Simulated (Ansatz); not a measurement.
# Two runs on C

System: C (P-3m1, 12 atoms in the cell).
Method of the first run: DFT r2SCAN, scalar-relativistic, plane waves, PAW, no spin polarisation (Ansatz 0.2.0).

The structure derives from an entry of the Crystallography Open Database. Text and figures count atoms from 1; the logs count them from 0 in places.

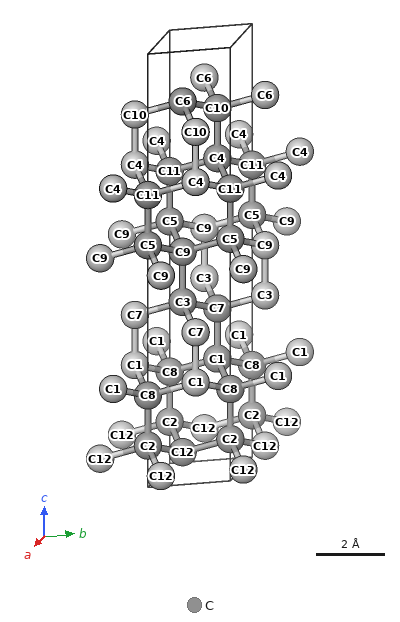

Figure 1. The structure (ball-and-stick view of the cell of the calculation, set on other vectors, seen slightly off an axis; neighbours outside the cell are drawn fainter; atoms are numbered from 1 in the order of the input). An atom can appear more than once, as a periodic image. Near neighbours in the periodic cell (some may lie outside the picture): C has 4 C at 1.54 Å; C has 3 C at 1.54 Å.

**Input file, the first run**
```yaml
crystal:
  lattice:
    - [1.7801417073, -1.7801417073, 0.0]
    - [1.7801417073, 0.0, -1.7801417073]
    - [7.6979170985, 7.6979170985, 7.6979170985]
  atoms:
    - { symbol: C, position: [0.6666666667, 0.6666666667, 0.2505514384] }
    - { symbol: C, position: [0.0, 0.0, 0.0963849122] }
    - { symbol: C, position: [0.3333333333, 0.3333333333, 0.4047179646] }
    - { symbol: C, position: [0.6666666667, 0.6666666667, 0.7130510171] }
    - { symbol: C, position: [1.0, 1.0, 0.5588844909] }
    - { symbol: C, position: [0.3333333333, 0.3333333333, 0.8672175433] }
    - { symbol: C, position: [0.6666666667, 0.6666666667, 0.3661763331] }
    - { symbol: C, position: [1.0, 1.0, 0.2120098069] }
    - { symbol: C, position: [0.3333333333, 0.3333333333, 0.5203428593] }
    - { symbol: C, position: [0.6666666667, 0.6666666667, 0.8286759117] }
    - { symbol: C, position: [0.0, 0.0, 0.6745093855] }
    - { symbol: C, position: [0.3333333333, 0.3333333333, 0.0578432806] }
basis:
  ecutwfc: 500
kpoints:
  mp_grid: { grid: [10, 10, 2] }
hamiltonian:
  xc: r2scan
scf:
  occupations: { method: gaussian, width: 0.05 }
output:
  forces: true
  stress: true
  eigenvalues: true
```

Command:
```bash
ansatz run input.yaml --threads 2 --pin off --max-ram 5120MiB --backend cpu --events-out ev --progress --plain --runs-dir out
```

Hardware: 2 threads of Arm Neoverse V1, 24 GiB of memory available, shared host.

**Output, shortened to warnings, some set-up lines, iterations and results (the first run)**
```
Basis set: ecut = 500 eV, 1867 PW (Γ), exchange–correlation on 80×80×400 points (64 copies of the dense FFT grid, shifted against one another)
Symmetry: 12 space group operations
k-points: 28 of 200
Initial density: superposition of atomic densities (neutral atoms: chi_scale 0, normalization atom), corrected by the library's trained network
[...]
SCF iter   1: F=—  HF=-3015.410266 eV  |F-HF|=—  |Δ(HF+E_count)|=         —  Δρ=1.20e-2  dr2=4.81e-1  dr2_τ=2.11e0  ethr=1.77e-3  ⟨swp⟩=6.2  Hψ=4745  notcnv=0  defer=80
SCF iter   2: F=—  HF=-3015.892408 eV  |F-HF|=—  |Δ(HF+E_count)|=   4.82e-1  Δρ=1.51e-2  dr2=1.36e0  dr2_τ=1.32e-2  ethr=1.00e-3  ⟨swp⟩=4.0  Hψ=2129  notcnv=0  defer=158  …
SCF iter   3: F=—  HF=-3015.652067 eV  |F-HF|=—  |Δ(HF+E_count)|=   2.40e-1  Δρ=6.28e-3  dr2=1.31e-2  dr2_τ=5.27e-4  ethr=1.00e-3  ⟨swp⟩=3.1  Hψ=1662  notcnv=0  defer=187
SCF iter   4: F=—  HF=-3015.652560 eV  |F-HF|=—  |Δ(HF+E_count)|=   4.93e-4  Δρ=1.47e-3  dr2=5.18e-3  dr2_τ=2.50e-4  ethr=2.73e-5  ⟨swp⟩=2.4  Hψ=1673  notcnv=0  defer=103
SCF iter   5: F=—  HF=-3015.651538 eV  |F-HF|=—  |Δ(HF+E_count)|=   1.02e-3  Δρ=4.03e-4  dr2=5.68e-4  dr2_τ=3.05e-5  ethr=1.08e-5  ⟨swp⟩=2.0  Hψ=1232  notcnv=0  defer=48
SCF iter   6: F=—  HF=-3015.651448 eV  |F-HF|=—  |Δ(HF+E_count)|=   9.04e-5  Δρ=1.66e-4  dr2=9.11e-6  dr2_τ=8.46e-7  ethr=1.18e-6  ⟨swp⟩=2.0  Hψ=1143  notcnv=0  defer=48
SCF iter   7: F=—  HF=-3015.651454 eV  |F-HF|=—  |Δ(HF+E_count)|=   5.96e-6  Δρ=6.40e-5  dr2=2.71e-6  dr2_τ=2.35e-7  ethr=1.90e-8  ⟨swp⟩=2.0  Hψ=1417  notcnv=0  defer=48
SCF iter   8: F=—  HF=-3015.651454 eV  |F-HF|=—  |Δ(HF+E_count)|=   3.31e-7  Δρ=1.81e-5  dr2=1.54e-7  dr2_τ=1.66e-8  ethr=5.64e-9  ⟨swp⟩=2.0  Hψ=1236  notcnv=0  defer=48
SCF iter   9: F=-3015.651454 eV  HF=-3015.651454 eV  |F-HF|=1.64e-11  |Δ(HF+E_count)|=   5.64e-8  Δρ=5.55e-6  dr2=1.49e-8  dr2_τ=1.96e-9  ethr=2.08e-10  ⟨swp⟩=11.7  Hψ=4169  …
SCF 1 converged in 9 iterations: F = -3015.651454 eV  dr2 = 1.49e-8
SCF converged after 9 iterations
Free energy (F): -3015.651454 eV
Harris-Foulkes:  -3015.651454 eV  (|F-HF|=1.64e-11)
Internal energy: -3015.651454 eV  (E = F + TS)
E sigma→0 (E₀):  -3015.651454 eV
Fermi energy:    12.860587 eV
--- Per-component energies (eV) ---
  E_band       = 124.148127
  E_kinetic    = 1093.194513
  E_local      = -1244.588628  (includes V_loc(G=0)·N_el)
  E_nonlocal   = 314.960385
  E_hartree    = 392.751926
  E_xc         = -571.095998
  E_vxc        = -789.154650  (∫ρ·V_xc dr)
  E_paw        = -1207.731094  (= ΣΔE_a)
  E_vpaw       = -77.660454  (= ΣTr[D̂ρ^β])
  E_aug_tail   = 0.000049  (compensation charges beyond the density's cutoff)
  E_vtau       = 41.890292  (kinetic-family band-sum trace: ∫τ·v_τ [+ j·A + Jᵃ·Aᵃ] dr)
  E_ewald      = -1792.845322
  E_core_change = -0.297285  (= ΣΔE_core)
  E_smearing   = -0.000000  (= −TS)
  E_closure    = -0.000000  (closes the sum)
  Σ components = -3015.651454   (vs F -3015.651454, Δ=0.00e0)
--- Forces (eV/Å), atoms counted from 1 ---
  atom   1  C     -0.08036445    -0.08036445    -0.08036445
  atom   2  C     -2.00817577    -2.00817577    -2.00817577
  atom   3  C     -0.01189361    -0.01189361    -0.01189361
  atom   4  C     -0.29688063    -0.29688063    -0.29688063
  atom   5  C     -0.02916469    -0.02916469    -0.02916469
  atom   6  C     -0.17850028    -0.17850028    -0.17850028
  atom   7  C      0.02916469     0.02916469     0.02916469
  atom   8  C      0.29688063     0.29688063     0.29688063
  atom   9  C      0.01189361     0.01189361     0.01189361
  atom  10  C      2.00817577     2.00817577     2.00817577
  atom  11  C      0.08036445     0.08036445     0.08036445
  atom  12  C      0.17850028     0.17850028     0.17850028
  max |Σ_I F_I| component: 6.66e-16 eV/Å
--- Stress (GPa, compression-positive) ---
       -7.729887      -5.881203      -5.881203
       -5.881203      -7.729887      -5.881203
       -5.881203      -5.881203      -7.729887
  P = ⅓ Tr σ = -7.7299 GPa (-77.299 kbar)
```

The input of the second run differs as follows (lines with − go, lines with + come):
```diff
-    - [7.6979170985, 7.6979170985, 7.6979170985]
+    - [7.0339642889, 7.0339642889, 7.0339642889]
-    - { symbol: C, position: [0.6666666667, 0.6666666667, 0.2505514384] }
-    - { symbol: C, position: [0.0, 0.0, 0.0963849122] }
-    - { symbol: C, position: [0.3333333333, 0.3333333333, 0.4047179646] }
-    - { symbol: C, position: [0.6666666667, 0.6666666667, 0.7130510171] }
-    - { symbol: C, position: [1.0, 1.0, 0.5588844909] }
-    - { symbol: C, position: [0.3333333333, 0.3333333333, 0.8672175433] }
-    - { symbol: C, position: [0.6666666667, 0.6666666667, 0.3661763331] }
-    - { symbol: C, position: [1.0, 1.0, 0.2120098069] }
-    - { symbol: C, position: [0.3333333333, 0.3333333333, 0.5203428593] }
-    - { symbol: C, position: [0.6666666667, 0.6666666667, 0.8286759117] }
-    - { symbol: C, position: [0.0, 0.0, 0.6745093855] }
-    - { symbol: C, position: [0.3333333333, 0.3333333333, 0.0578432806] }
+    - { symbol: C, position: [0.6666666667, 0.6666666667, 0.2742015914] }
+    - { symbol: C, position: [0.0, 0.0, 0.1054829159] }
+    - { symbol: C, position: [0.3333333333, 0.3333333333, 0.4429202669] }
+    - { symbol: C, position: [0.6666666667, 0.6666666667, 0.7803576178] }
+    - { symbol: C, position: [1.0, 1.0, 0.6116389424] }
+    - { symbol: C, position: [0.3333333333, 0.3333333333, 0.9490762933] }
+    - { symbol: C, position: [0.6666666667, 0.6666666667, 0.400740598] }
+    - { symbol: C, position: [1.0, 1.0, 0.2320219225] }
+    - { symbol: C, position: [0.3333333333, 0.3333333333, 0.5694592735] }
+    - { symbol: C, position: [0.6666666667, 0.6666666667, 0.9068966245] }
+    - { symbol: C, position: [0.0, 0.0, 0.738177949] }
+    - { symbol: C, position: [0.3333333333, 0.3333333333, 0.063303247] }
```

How does the second run compare with the first run?

With the same functional and potentials, the second run lies 221.4 meV per atom lower. The gap on the mesh goes from 1.41 to 4.33 eV. The pressure goes from −7.73 to 7.39 GPa. The largest force goes from 3.478 to 4.412 eV/Å. The volume per atom goes from 6.10 to 5.57 Å³. The SCF takes 8 iterations against 9. The plane waves at Γ go from 1867 to 1695.

**Output, shortened to warnings, some set-up lines, iterations and results (the second run)**
```
Basis set: ecut = 500 eV, 1695 PW (Γ), exchange–correlation on 80×80×360 points (64 copies of the dense FFT grid, shifted against one another)
Symmetry: 12 space group operations
k-points: 28 of 200
Initial density: superposition of atomic densities (neutral atoms: chi_scale 0, normalization atom), corrected by the library's trained network
[...]
SCF iter   1: F=—  HF=-3017.966608 eV  |F-HF|=—  |Δ(HF+E_count)|=         —  Δρ=9.12e-3  dr2=1.94e-2  dr2_τ=2.44e0  ethr=1.77e-3  ⟨swp⟩=6.3  Hψ=4768  notcnv=0  defer=25
SCF iter   2: F=—  HF=-3018.309280 eV  |F-HF|=—  |Δ(HF+E_count)|=   3.43e-1  Δρ=5.77e-3  dr2=9.46e-3  dr2_τ=5.03e-4  ethr=4.04e-5  ⟨swp⟩=2.3  Hψ=2128  notcnv=0  defer=180
SCF iter   3: F=—  HF=-3018.310624 eV  |F-HF|=—  |Δ(HF+E_count)|=   1.34e-3  Δρ=2.53e-3  dr2=1.00e-2  dr2_τ=2.22e-4  ethr=1.97e-5  ⟨swp⟩=2.3  Hψ=1477  notcnv=0  defer=96
SCF iter   4: F=—  HF=-3018.309169 eV  |F-HF|=—  |Δ(HF+E_count)|=   1.46e-3  Δρ=7.72e-4  dr2=1.56e-3  dr2_τ=7.59e-5  ethr=1.97e-5  ⟨swp⟩=2.1  Hψ=1380  notcnv=0  defer=98
SCF iter   5: F=—  HF=-3018.308825 eV  |F-HF|=—  |Δ(HF+E_count)|=   3.44e-4  Δρ=2.87e-4  dr2=3.32e-5  dr2_τ=1.96e-6  ethr=3.25e-6  ⟨swp⟩=2.0  Hψ=1178  notcnv=0  defer=72
SCF iter   6: F=—  HF=-3018.308817 eV  |F-HF|=—  |Δ(HF+E_count)|=   7.93e-6  Δρ=9.85e-5  dr2=4.52e-6  dr2_τ=5.85e-7  ethr=6.91e-8  ⟨swp⟩=2.2  Hψ=1389  notcnv=0  defer=72
SCF iter   7: F=—  HF=-3018.308817 eV  |F-HF|=—  |Δ(HF+E_count)|=   2.70e-7  Δρ=6.70e-5  dr2=8.47e-7  dr2_τ=1.18e-7  ethr=9.42e-9  ⟨swp⟩=2.0  Hψ=1252  notcnv=0  defer=72
SCF iter   8: F=-3018.308818 eV  HF=-3018.308818 eV  |F-HF|=1.72e-8  |Δ(HF+E_count)|=   4.06e-7  Δρ=8.66e-6  dr2=1.33e-8  dr2_τ=2.79e-9  ethr=2.08e-10  ⟨swp⟩=8.4  Hψ=4152  …
SCF 1 converged in 8 iterations: F = -3018.308818 eV  dr2 = 1.33e-8
SCF converged after 8 iterations
Free energy (F): -3018.308818 eV
Harris-Foulkes:  -3018.308818 eV  (|F-HF|=1.72e-8)
Internal energy: -3018.308818 eV  (E = F + TS)
E sigma→0 (E₀):  -3018.308818 eV
Fermi energy:    15.838807 eV
--- Per-component energies (eV) ---
  E_band       = 191.020983
  E_kinetic    = 1113.229099
  E_local      = -731.894490  (includes V_loc(G=0)·N_el)
  E_nonlocal   = 316.867544
  E_hartree    = 164.166280
  E_xc         = -577.292707
  E_vxc        = -797.860062  (∫ρ·V_xc dr)
  E_paw        = -1209.370569  (= ΣΔE_a)
  E_vpaw       = -79.755157  (= ΣTr[D̂ρ^β])
  E_aug_tail   = 0.000052  (compensation charges beyond the density's cutoff)
  E_vtau       = 42.101208  (kinetic-family band-sum trace: ∫τ·v_τ [+ j·A + Jᵃ·Aᵃ] dr)
  E_ewald      = -2093.716741
  E_core_change = -0.297285  (= ΣΔE_core)
  E_smearing   = -0.000000  (= −TS)
  E_closure    = -0.000000  (closes the sum)
  Σ components = -3018.308818   (vs F -3018.308818, Δ=0.00e0)
--- Forces (eV/Å), atoms counted from 1 ---
  atom   1  C      0.00692326     0.00692326     0.00692326
  atom   2  C      0.64645064     0.64645064     0.64645064
  atom   3  C      0.00028581     0.00028581     0.00028581
  atom   4  C      0.02488278     0.02488278     0.02488278
  atom   5  C      0.00109831     0.00109831     0.00109831
  atom   6  C     -2.54701956    -2.54701956    -2.54701956
  atom   7  C     -0.00109831    -0.00109831    -0.00109831
  atom   8  C     -0.02488278    -0.02488278    -0.02488278
  atom   9  C     -0.00028581    -0.00028581    -0.00028581
  atom  10  C     -0.64645064    -0.64645064    -0.64645064
  atom  11  C     -0.00692326    -0.00692326    -0.00692326
  atom  12  C      2.54701956     2.54701956     2.54701956
  max |Σ_I F_I| component: 8.88e-16 eV/Å
--- Stress (GPa, compression-positive) ---
        7.391525       6.698997       6.698997
        6.698997       7.391525       6.698997
        6.698997       6.698997       7.391525
  P = ⅓ Tr σ = 7.3915 GPa (73.915 kbar)
```

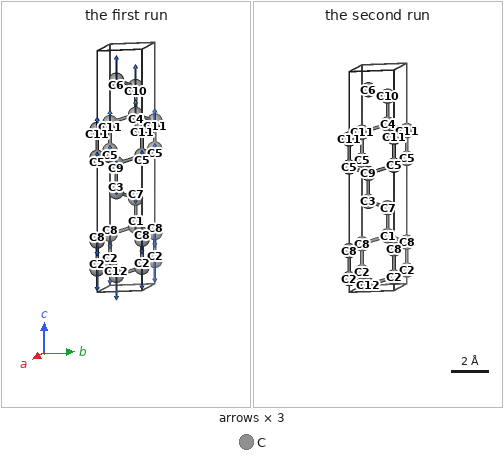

Figure 2. The two input geometries at one scale (ball-and-stick view of the cell of the calculation, set on other vectors, seen slightly off an axis). The blue arrows on the first give the shifts of the atoms relative to the cell, with their mean removed, magnified 3 times. The largest moves relative to the cell, 0.47 Å, are those of C6 and C12. (The mean shift of all atoms is removed.) The drawn cell changes as follows: a = b stay at 2.518 Å, c 13.333 → 12.183 Å (−8.6 %); the volume changes by −8.6 %. Among the contacts that change: C6–C12 2.542 → 1.392 Å.

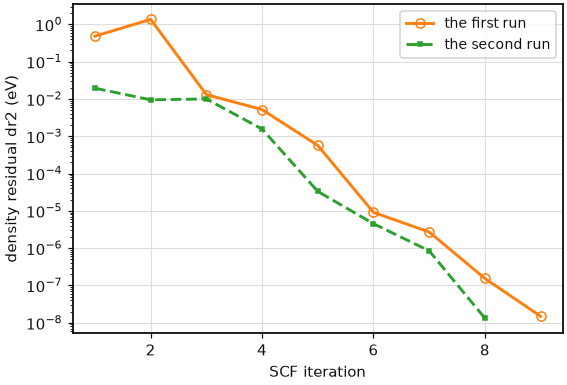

Figure 3. Convergence of the two runs: density residual dr2 against the SCF iteration. The first run takes 9 iterations in all, and the second run takes 8.

**The two runs side by side**

```csv
quantity,the first run,the second run
outcome,converged,converged
free energy per atom (eV),−251.3043,−251.5257
gap on the mesh (eV),1.41,4.33
pressure (GPa),−7.73,7.39
volume per atom (Å³),6.10,5.57
largest force (eV/Å),3.478,4.412
SCF iterations,9,8
irreducible k-points,28,28
plane waves at Γ,1867,1695
wall time (shared host),6.1 s,5.2 s
```

For the first run: The cell is under a tension of 7.7 GPa at this level, so it is not at its equilibrium volume. For the second run: The cell is under a pressure of 7.4 GPa at this level, so it is not at its equilibrium volume.
